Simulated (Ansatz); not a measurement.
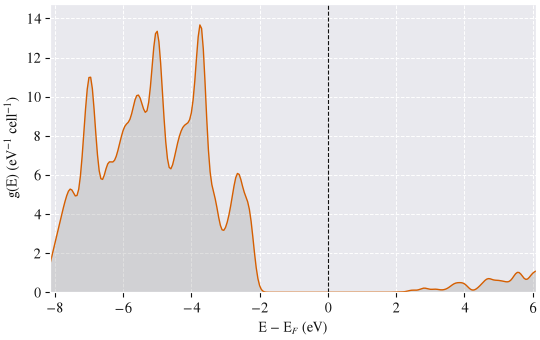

Density of states. Energies are counted from the Fermi level. The curve is built from the levels of the k mesh with Gaussians 0.3 eV wide, which also blur the band edges.

System: ZnF₂, space group P4_2/mnm (No. 136), 6 atoms in the cell.

```cif
data_structure
_symmetry_space_group_name_H-M 'P4_2/mnm'
_symmetry_Int_Tables_number 136
_cell_length_a 4.6807
_cell_length_b 4.6807
_cell_length_c 3.1220
_cell_angle_alpha 90.000
_cell_angle_beta 90.000
_cell_angle_gamma 90.000
_cell_volume 68.40
loop_
_atom_site_label
_atom_site_type_symbol
_atom_site_symmetry_multiplicity
_atom_site_Wyckoff_symbol
_atom_site_fract_x
_atom_site_fract_y
_atom_site_fract_z
_atom_site_occupancy
Zn1 Zn 2 a 0.50000 0.50000 0.50000 1
F1 F 4 f 0.69709 0.69709 0.00000 1
```

Computed with Ansatz: DFT, r2SCAN+rVV10, plane waves, PAW, no spin polarisation, 6×6×10 k mesh, 500 eV cutoff, Fermi-Dirac smearing of 0.03 eV.

Question: Metal or insulator, going by the density of states?

Answer: There is a gap; over the k points computed it is 4.22 eV (direct among those points).
